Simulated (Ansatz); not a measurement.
**Rh(100) / 3 layers Cu(100) / Rh(100): resistance against film thickness**

How does the resistance across the layers grow with the film in Rh(100) / 3 layers Cu(100) / Rh(100)?

Program: Ansatz 0.2.0. Level of theory: Ansatz plane-wave DFT, LDA, PAW files; ballistic transport by layer matching (Landauer), zero bias. Results are calculated unless marked as measured.

## Step 1: Starting point

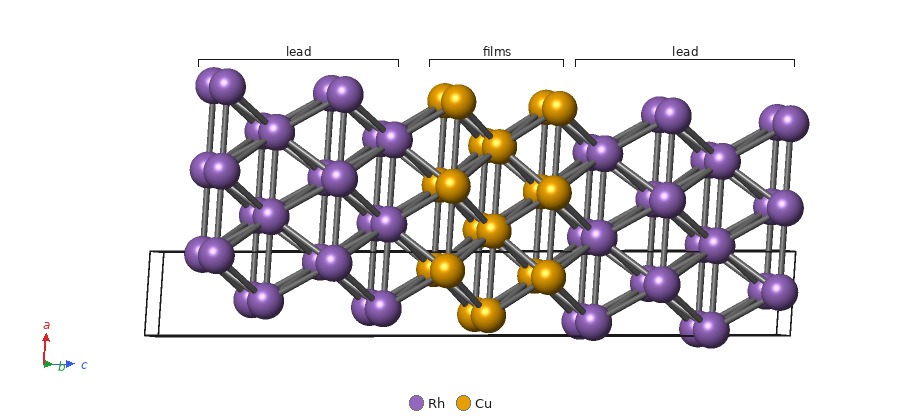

The cell as given, from the side, with the c axis across the page (rhodium purple, copper orange). 3×2×1 cells are drawn.

The cell holds 11 atoms: 8 Rh and 3 Cu. Its edges and angles: a = 2.689 Å, b = 2.689 Å, c = 20.201 Å, α = 86.2°, β = 86.2°, γ = 90.0°. It derives from Rh and Cu. Regions: lead, 8 atoms (8 Rh); films, 3 atoms (3 Cu). The structure is stacked along c, and the current runs across the ab planes.

## Step 2: With 3 layers

The film is laid into the lead at the lead's in-plane lattice, and the cell closes on the lead's own image. The mesh across the current, 28×28, is finer than the density's, because channels open and close sharply across the zone. Energies from -1 to 1 eV in steps of 0.036 eV cover the slope of the Fermi function at 300 K, so the program can form a conductance.

File input.yaml:

```yaml
crystal:
  lattice:
    - [2.6891977995, 0.0, 0.0]
    - [0.0, 2.6891977995, 0.0]
    - [1.3445988998, 1.3445988998, 20.1116122774]
  atoms:
    - { symbol: Rh, position: [0.9763625366, 0.9763625366, 0.0472749269] }
    - { symbol: Rh, position: [0.4290876097, 0.4290876097, 0.1418247807] }
    - { symbol: Rh, position: [0.8818126828, 0.8818126828, 0.2363746344] }
    - { symbol: Rh, position: [0.3345377559, 0.3345377559, 0.3309244882] }
    - { symbol: Cu, position: [0.790600195, 0.790600195, 0.4187996101] }
    - { symbol: Cu, position: [0.25, 0.25, 0.5] }
    - { symbol: Cu, position: [0.709399805, 0.709399805, 0.5812003899] }
    - { symbol: Rh, position: [0.1654622441, 0.1654622441, 0.6690755118] }
    - { symbol: Rh, position: [0.6181873172, 0.6181873172, 0.7636253656] }
    - { symbol: Rh, position: [0.0709123903, 0.0709123903, 0.8581752193] }
    - { symbol: Rh, position: [0.5236374634, 0.5236374634, 0.9527250731] }
kpoints:
  mp_grid: { grid: [14, 14, 2] }
hamiltonian:
  xc: lda
scf:
  occupations: { method: fermi_dirac, width: 0.1 }
output:
  transmission: { leads: [[0, 1]], kmesh: [28, 28], e_range: [-1.0, 1.0], de: 0.036 }
  write_potential: true
  write_density: true
  volumetric_format: npy
  elf: true
```

The run is started by

```sh
$ ansatz run input.yaml --threads 4 --pin off --max-ram 8192MiB --backend cpu --events-out ev --progress --plain --runs-dir out
```

Numbers of over 12 decimals in the logs are rounded to 6 here.

What it wrote:

```text
Warning: crystal.symmetry: narrowed to the stabiliser of the k-point mesh — unitary ops 16 → 4; excluded 12 operations that carry a point of the 14×14×2 mesh (shift [0, 0, 0]) off the mesh (the run samples exactly the mesh kpoints.mp_grid names, as under crystal.symmetry.detect: false, and its converged state has the mesh's symmetry, not the crystal's; ε∞, the Born charges and the force constants of a linear response (`dielectric:` by the response, `phonons.method: dfpt`) are averaged over those of the crystal's operations that the state keeps within a tolerance, where `mesh_tensors`, `unaveraged_element` or `gamma_mean_max_change_ev_ang2` stands beside them; [rest of the remark cut]
Engine: ansatz 0.2.0, aarch64-unknown-linux-gnu
Pseudopotentials: kind: paw
Pseudopotential: Rh, paw, valence charge 17, recommended cutoff 420 eV (normal), Rh.paw.azcp
Pseudopotential: Cu, paw, valence charge 19, recommended cutoff 420 eV (normal), Cu.paw.azcp
Functional definition: SPW92
  exchange = slater_x
  correlation = pw_c
Crystal: 11 atoms, lattice volume = 145.443 Å³
Basis set: ecut = 420 eV, 2879 PW (Γ)
Bands: 116, of which v1, the nominal top of the filled ones, is band 97 counted from 1 (96 counted from 0)
Symmetry: 4 space group operations
k-points: 114 of 392
Non-local potential: Rh, projectors of the file, l = 0: 3, l = 1: 2, l = 2: 2, l = 3: 1
Non-local potential: Cu, projectors of the file, l = 0: 3, l = 1: 2, l = 2: 3, l = 3: 1
PAW form: soft (Blöchl's): semilocal exchange-correlation on the pseudo side does not see the compensation charge
PAW frozen core: Rh, regenerated for the run's functional, and the local potential with it (the file was generated under x = pbe(κ = 0.804, μ = 0.219515), c = pbe(β = 0.066725))
PAW frozen core: Cu, regenerated for the run's functional, and the local potential with it (the file was generated under x = pbe(κ = 0.804, μ = 0.219515), c = pbe(β = 0.066725))
PAW one-centre angular grid: Rh, 590 points (default); XC on 64 Gauss nodes
PAW one-centre angular grid: Cu, 590 points (default); XC on 64 Gauss nodes
Initial density: superposition of atomic densities (neutral atoms: chi_scale 0, normalization atom), corrected by the library's trained network
Initial wavefunctions: pseudopotential atomic-orbital guess
Functional: x = slater, c = lda
SCF iter   1: F=—  HF=-69896.230765 eV  |F-HF|=—  |Δ(HF+E_count)|=         —  Δρ=1.73e-2  dr2=7.12e0  ethr=1.77e-3  ⟨swp⟩=5.2  Hψ=40902  notcnv=0  defer=382
preconditioner: auto → Kerker (q_TF=auto, 2.860 Å⁻¹)  [metal: Δε(μ)=0.022 eV  Ē_g=7.418 eV  σ=0.100 eV  W_gap=0.05  n_scr=58 (ndim 8)  ℏωp=31.6 eV  f_vac=0.000  D(μ)=11.77/eV (n_scr^D=156)]
SCF iter   2: F=—  HF=-69896.142860 eV  |F-HF|=—  |Δ(HF+E_count)|=   8.79e-2  Δρ=9.23e-3  dr2=3.33e0  ethr=1.77e-3  ⟨swp⟩=1.0  Hψ=15280  notcnv=0  defer=380
SCF iter   3: F=—  HF=-69896.085178 eV  |F-HF|=—  |Δ(HF+E_count)|=   5.77e-2  Δρ=3.43e-3  dr2=1.44e-1  ethr=1.72e-3  ⟨swp⟩=1.6  Hψ=12797  notcnv=0  defer=381
SCF iter   4: F=—  HF=-69896.080712 eV  |F-HF|=—  |Δ(HF+E_count)|=   4.47e-3  Δρ=2.87e-3  dr2=7.89e-2  ethr=7.45e-5  ⟨swp⟩=2.0  Hψ=19719  notcnv=0  defer=527
SCF iter   5: F=—  HF=-69896.077989 eV  |F-HF|=—  |Δ(HF+E_count)|=   2.72e-3  Δρ=9.02e-4  dr2=1.12e-3  ethr=4.09e-5  ⟨swp⟩=1.0  Hψ=12662  notcnv=0  defer=527
SCF iter   6: F=—  HF=-69896.077766 eV  |F-HF|=—  |Δ(HF+E_count)|=   2.23e-4  Δρ=2.57e-4  dr2=1.55e-4  ethr=5.82e-7  ⟨swp⟩=2.0  Hψ=17429  notcnv=0  defer=537
SCF iter   7: F=—  HF=-69896.077769 eV  |F-HF|=—  |Δ(HF+E_count)|=   2.92e-6  Δρ=1.56e-4  dr2=4.44e-5  ethr=8.01e-8  ⟨swp⟩=2.0  Hψ=22603  notcnv=0  defer=537
SCF iter   8: F=—  HF=-69896.077766 eV  |F-HF|=—  |Δ(HF+E_count)|=   3.54e-6  Δρ=8.56e-5  dr2=9.19e-6  ethr=2.30e-8  ⟨swp⟩=2.0  Hψ=23137  notcnv=0  defer=537
SCF iter   9: F=—  HF=-69896.077765 eV  |F-HF|=—  |Δ(HF+E_count)|=   1.26e-6  Δρ=1.23e-5  dr2=5.34e-7  ethr=4.76e-9  ⟨swp⟩=2.0  Hψ=16440  notcnv=0  defer=537
SCF iter  10: F=-69896.077764 eV  HF=-69896.077765 eV  |F-HF|=7.53e-8  |Δ(HF+E_count)|=   2.51e-8  Δρ=3.65e-6  dr2=8.11e-8  ethr=5.18e-11  ⟨swp⟩=8.4  Hψ=35522  notcnv=0
SCF 1 converged in 10 iterations: F = -69896.077764 eV  dr2 = 8.11e-8
  greatest PAW one-centre occupation: 1.000 electrons in one spin orbital (limit 2), on the Cu atom at site 5 (counted from 0), in its partial waves of l = 0
transmission: 781 of 7807 steps passed
transmission: 1562 of 7807 steps passed
[...]
transmission: 7807 of 7807 steps passed
SCF converged after 10 iterations
Free energy (F): -69896.077764 eV
Harris-Foulkes:  -69896.077765 eV  (|F-HF|=7.53e-8)
Internal energy: -69895.672622 eV  (E = F + TS)
E sigma→0 (E₀):  -69895.875193 eV
Entropy (-TS):   -0.405143 eV (-36.831 meV/atom)
Fermi energy:    20.582915 eV
--- Per-component energies (eV) ---
  E_band       = -1753.531874
  E_kinetic    = 5488.081431
  E_local      = -28947.844188  (includes V_loc(G=0)·N_el)
  E_nonlocal   = 4064.376123
  E_hartree    = 11880.061667
  E_xc         = -2032.237719
  E_vxc        = -2571.955491  (∫ρ·V_xc dr)
  E_paw        = -32489.301908  (= ΣΔE_a)
  E_vpaw       = -3546.332229  (= ΣTr[D̂ρ^β])
  E_aug_tail   = 0.006614  (compensation charges beyond the density's cutoff)
  E_ewald      = -27865.143481
  E_core_change = 6.328838  (= ΣΔE_core)
  E_smearing   = -0.405143  (= −TS)
  E_closure    = 0.000000  (closes the sum)
  Σ components = -69896.077764   (vs F -69896.077764, Δ=0.00e0)
--- Band table (eV; the first three rows and the last of 114) ---
  k-point 0: bands = [... 93 lower, 19.8052, 20.0404, 20.3238, 20.4210, 20.4210, 20.6168, 20.7830, 20.8697, ... 15 higher]
  k-point 1: bands = [... 93 lower, 19.7684, 19.8057, 20.0397, 20.3245, 20.4588, 20.4588, 20.6161, 20.8703, ... 15 higher]
  k-point 2: bands = [... 93 lower, 19.8012, 19.8637, 20.0173, 20.2111, 20.3501, 20.3846, 20.6848, 20.7488, ... 15 higher]
  k-point 113: bands = [... 93 lower, 21.5814, 21.5814, 21.5926, 21.5926, 21.8697, 21.8697, 22.6879, 22.9963, ... 15 higher]
--- Transmission ---
  basis      : 69 plane waves across, 37 finite elements along
  points     : 211, standing for a mesh of 28 x 28
  filling    : by the input's occupations and mesh, since the crystals that have channels conduct as metals do. If one of these is a semiconductor, that mesh has misplaced its level
  energies   : 56 from -1.000000 to 0.980000 eV about the Fermi level, 0.036000 eV apart; the leads are filled to 0.000000 eV, and channels, transmission and decay are at 0.008000 eV
  crystal 0  : Rh1, at the sites [0, 1], period 1.9016 Å, over 15.21 Å; its Hamiltonian steps by up to 7.2 meV
    offset         : up to 0.0000 Å between an atom of the period and one for which it stands
    filled         : 16.4 meV under the level at which it is neutral
    channels       : 2.224490e0 a spin
    conductance    : 2.3662e15 S/m² at 300 K; may be off by some 0.0 % by where its bands' edges are placed, 3.5 % from the k-mesh, 0.7 % from the distance to neutral
    slowest decay  : 0.0146 /Å at (0.4286, 0.2857)
  junction   : crystal 0 to crystal 0, 0.70 to 18.91 Å
    transmission   : 7.953861e-1 a spin
    conductance    : 8.3239e14 S/m² at 300 K (8.5046e14 on every other point, 8.3067e14 on every other energy)
    error estimate : 0.2 % from the energy spacing and 0.3 % from band edges of the leads and from resonances (wavevectors taken as independent; lower de), 4.7 % from the k-mesh, 4.0 % from the steps of its leads' Hamiltonians or their offsets (lay more layers), 0.9 % from the distance to neutral
    resistance     : 7.7876e-4 Ω µm² beyond half of each lead's own
```

Run time: 5.4 min. Hardware: 4 threads of Arm Neoverse V1, shared host; peak memory 1.5 GiB.

This step gave:

- free energy: -69896.0778 eV
- energy at zero smearing: -69895.8752 eV
- Fermi energy: 20.58 eV
- cell area: 7.232 Å²
- step of the lead's potential: 7.2 meV
- ballistic conductance of the lead: 2.37e15 S/m²
- estimated errors of the lead's conductance: 0, 3.5, 0.7 % (band edges, k-mesh, distance from neutral)
- lead conductance per cell: 2.209 G₀
- conductance of the junction: 8.32e14 S/m²
- junction conductance per cell: 0.7769 G₀
- estimated errors of the junction's conductance: 0.2, 0.3, 4.7, 4, 0.9 % (energy step, band edges, k-mesh, leads' steps, distance from neutral)
- area resistance that the stack adds (contact term taken off, spin by spin): 0.7788 fΩ m²

Per spin. Transmission, zone mean against energy, zero at the Fermi level:

| energy (eV) | transmission, zone mean |
| --- | --- |
| -1.000 | 0.727 |
| -0.964 | 0.742 |
| -0.892 | 0.741 |
| -0.784 | 0.701 |
| -0.640 | 0.654 |
| -0.532 | 0.618 |
| -0.424 | 0.667 |
| -0.316 | 0.711 |
| -0.280 | 0.727 |
| -0.172 | 0.729 |
| -0.064 | 0.754 |
| 0.008 | 0.795 |
| 0.044 | 0.783 |
| 0.080 | 0.805 |
| 0.152 | 0.792 |
| 0.296 | 0.770 |
| 0.404 | 0.751 |
| 0.512 | 0.680 |
| 0.620 | 0.626 |
| 0.764 | 0.598 |
| 0.872 | 0.596 |
| 0.980 | 0.635 |

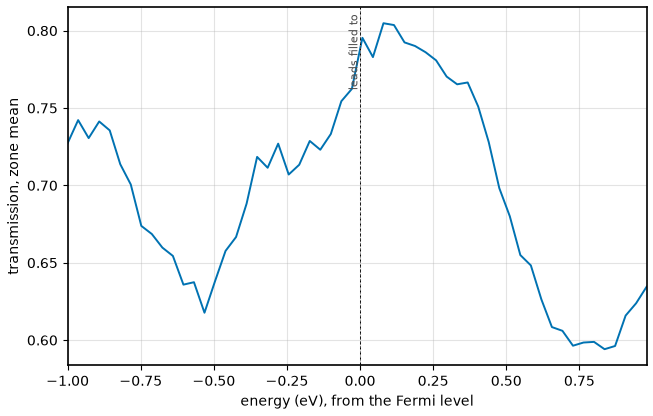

Transmission, zone mean, plotted against energy.

Per spin. Open channels, zone mean, lead against energy, zero at the Fermi level:

| energy (eV) | open channels, zone mean, lead |
| --- | --- |
| -1.000 | 2.10 |
| -0.892 | 2.16 |
| -0.784 | 2.10 |
| -0.640 | 2.04 |
| -0.532 | 2.03 |
| -0.424 | 2.06 |
| -0.316 | 2.09 |
| -0.172 | 2.08 |
| -0.064 | 2.14 |
| 0.008 | 2.22 |
| 0.044 | 2.25 |
| 0.152 | 2.34 |
| 0.296 | 2.36 |
| 0.404 | 2.57 |
| 0.512 | 2.25 |
| 0.620 | 1.78 |
| 0.764 | 1.24 |
| 0.872 | 1.02 |
| 0.980 | 0.971 |

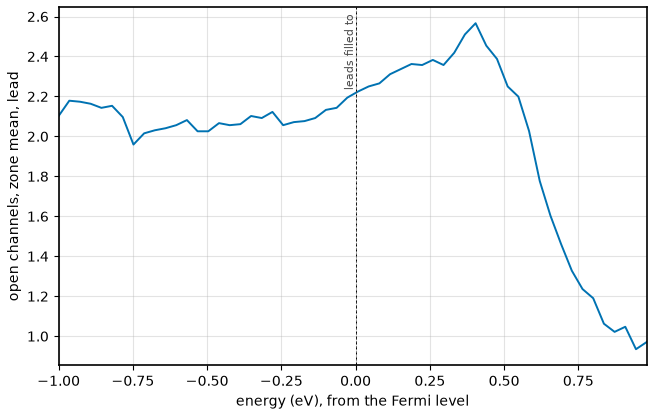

Open channels, zone mean, lead against energy.

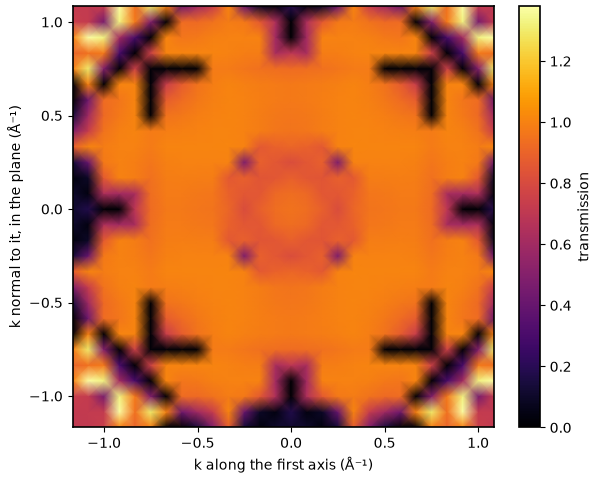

Transmission over k1 and k2. At 0.0080 eV from the Fermi level.

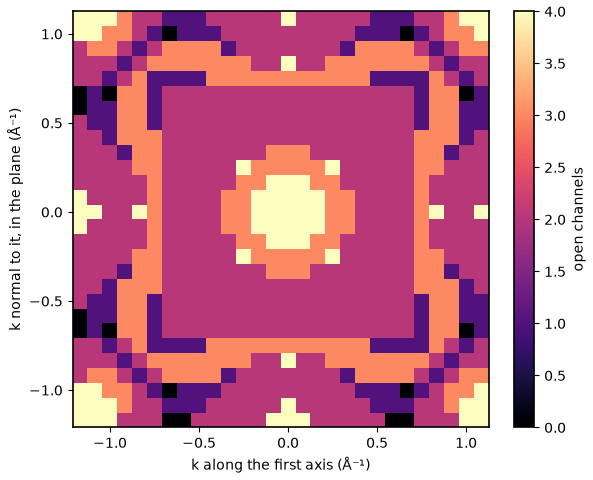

Open channels over k1 and k2. At 0.0080 eV from the Fermi level.

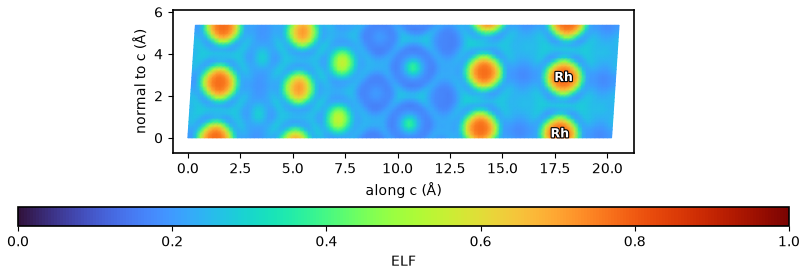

ELF in the ca plane at fractional y = 0.071, with atoms of Rh within 0.2 Å of it. It is the smooth field of the valence electrons, not physical close to the nuclei.

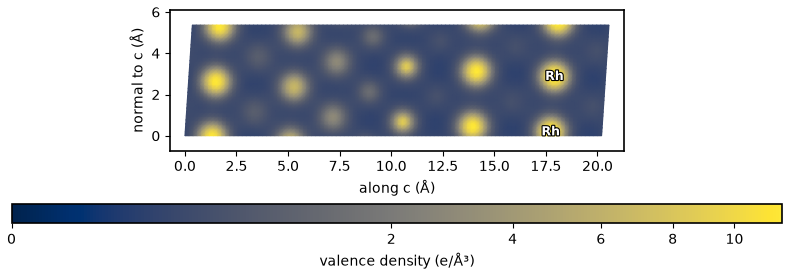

Valence density in the ca plane at fractional y = 0.071, with atoms of Rh within 0.2 Å of it. It is the smooth field of the valence electrons, not physical close to the nuclei. The colour scale is stretched toward low values.

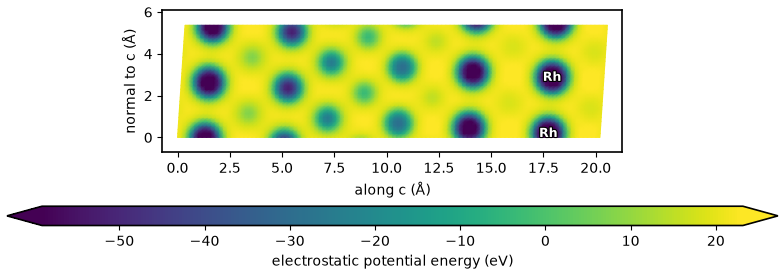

Electrostatic potential energy in the ca plane at fractional y = 0.071, with atoms of Rh within 0.2 Å of it. With pseudopotentials it is smooth inside the atoms' cores, unlike the true potential.

The lead's potential steps by 7.2 meV from period to period, small in itself. The program estimates the junction's conductance to 4.7 % from the k-mesh, 0.9 % from the leads' distance from neutral and 4 % from their steps.

By hand: 1/G − 1/G_lead = 1/0.8324 − 1/2.366 = 0.779 fΩ m² with G in 10¹⁵ S/m².

## Step 3: With 5 layers, film layers 5

The stack now holds 5 film layers; the k-mesh follows the cell, and the energies span -0.27 to 0.27 eV.

System of this step: Rh(100) / 5 layers Cu(100) / Rh(100). The cell holds 13 atoms: 8 Rh and 5 Cu. Cell: a = 2.689 Å, b = 2.689 Å, c = 23.455 Å, α = 86.7°, β = 86.7°, γ = 90.0°. It derives from Rh and Cu. Regions: lead, 8 atoms (8 Rh); films, 5 atoms (5 Cu). The structure is stacked along c, and the current runs across the ab planes.

File input.yaml:

```yaml
crystal:
  lattice:
    - [2.6891977995, 0.0, 0.0]
    - [0.0, 2.6891977995, 0.0]
    - [1.3445988998, 1.3445988998, 23.3777537956]
  atoms:
    - { symbol: Rh, position: [0.9796649625, 0.9796649625, 0.040670075] }
    - { symbol: Rh, position: [0.4389948875, 0.4389948875, 0.122010225] }
    - { symbol: Rh, position: [0.8983248125, 0.8983248125, 0.203350375] }
    - { symbol: Rh, position: [0.3576547375, 0.3576547375, 0.2846905249] }
    - { symbol: Cu, position: [0.81985576, 0.81985576, 0.3602884799] }
    - { symbol: Cu, position: [0.28492788, 0.28492788, 0.43014424] }
    - { symbol: Cu, position: [0.75, 0.75, 0.5] }
    - { symbol: Cu, position: [0.21507212, 0.21507212, 0.56985576] }
    - { symbol: Cu, position: [0.68014424, 0.68014424, 0.6397115201] }
    - { symbol: Rh, position: [0.1423452625, 0.1423452625, 0.7153094751] }
    - { symbol: Rh, position: [0.6016751875, 0.6016751875, 0.796649625] }
    - { symbol: Rh, position: [0.0610051125, 0.0610051125, 0.877989775] }
    - { symbol: Rh, position: [0.5203350375, 0.5203350375, 0.959329925] }
kpoints:
  mp_grid: { grid: [14, 14, 2] }
hamiltonian:
  xc: lda
scf:
  occupations: { method: fermi_dirac, width: 0.1 }
output:
  transmission:
    leads: [[0, 1]]
    kmesh: [28, 28]
    e_range: [-0.27, 0.27]
    de: 0.036
  write_potential: true
  write_density: true
  volumetric_format: npy
```

What it wrote:

```text
[...]
Crystal: 13 atoms, lattice volume = 169.063 Å³
Basis set: ecut = 420 eV, 3339 PW (Γ)
Bands: 139, of which v1, the nominal top of the filled ones, is band 116 counted from 1 (115 counted from 0)
Symmetry: 4 space group operations
k-points: 114 of 392
[...]
--- Transmission ---
  basis      : 69 plane waves across, 39 finite elements along
  points     : 211, standing for a mesh of 28 x 28
[...]
filled         : 16.8 meV under the level at which it is neutral
    channels       : 2.214286e0 a spin
[...]
slowest decay  : 0.0133 /Å at (0.4286, 0.2857)
  junction   : crystal 0 to crystal 0, 0.70 to 22.17 Å
    transmission   : 7.376808e-1 a spin
[...]
resistance     : 8.5407e-4 Ω µm² beyond half of each lead's own
[key lines of the parts left out:]
SCF converged after 11 iterations
Free energy (F): -83007.423617 eV
Fermi energy:    19.990542 eV
```

It took 3.3 min on 4 threads; peak memory 2 GiB; 12 min of CPU time.

This step gave:

```
free energy                                                                : -83007.4236 eV
energy at zero smearing                                                    : -83007.2133 eV
Fermi energy                                                               : 19.99 eV
step of the lead's potential                                               : 7.5 meV
lead conductance per cell                                                  : 2.208 G₀
conductance of the junction                                                : 7.83e14 S/m²
junction conductance per cell                                              : 0.7311 G₀
estimated errors of the junction's conductance                             : 0.2, 0, 5.4, 3.6, 0.6 % (energy step, band edges, k-mesh, leads' steps, distance from neutral)
area resistance that the stack adds (contact term taken off, spin by spin) : 0.8541 fΩ m²
```

Per spin. Transmission, zone mean against energy, zero at the Fermi level:

| energy (eV) | transmission, zone mean |
| --- | --- |
| -0.270 | 0.640 |
| -0.234 | 0.644 |
| -0.198 | 0.657 |
| -0.162 | 0.681 |
| -0.126 | 0.696 |
| -0.090 | 0.702 |
| -0.054 | 0.711 |
| -0.018 | 0.733 |
| 0.018 | 0.738 |
| 0.054 | 0.745 |
| 0.090 | 0.749 |
| 0.126 | 0.771 |
| 0.162 | 0.767 |
| 0.198 | 0.764 |
| 0.234 | 0.758 |
| 0.270 | 0.747 |

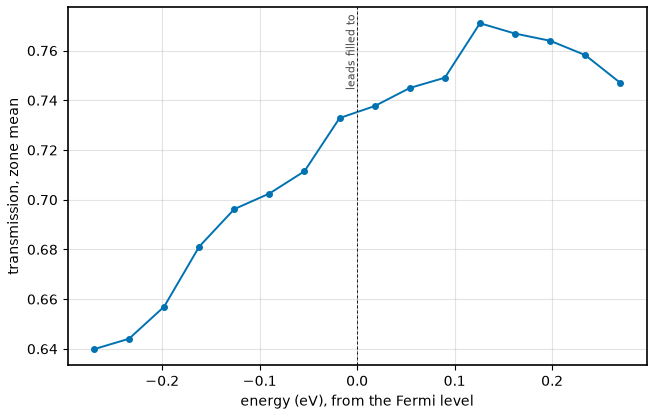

Transmission, zone mean, plotted against energy.

The conductance of the junction is 7.8e14 S/m², 5.9 % under the 8.3e14 S/m² of the last finished run, no more than the error estimates, leads' steps apart, of 4.7 and 5.4 % together.

(Part 1 of 2 ends here.)

[Logs are printed without paths, hosts, clocks, repeated set-up lines and the standing remarks that a program may print on its own settings, such as how far it seeks lower states.]

[Hosts, paths, dates, database ids (printed as entryN), source tags and the programs' standing remarks are cut or masked in the printed files.]
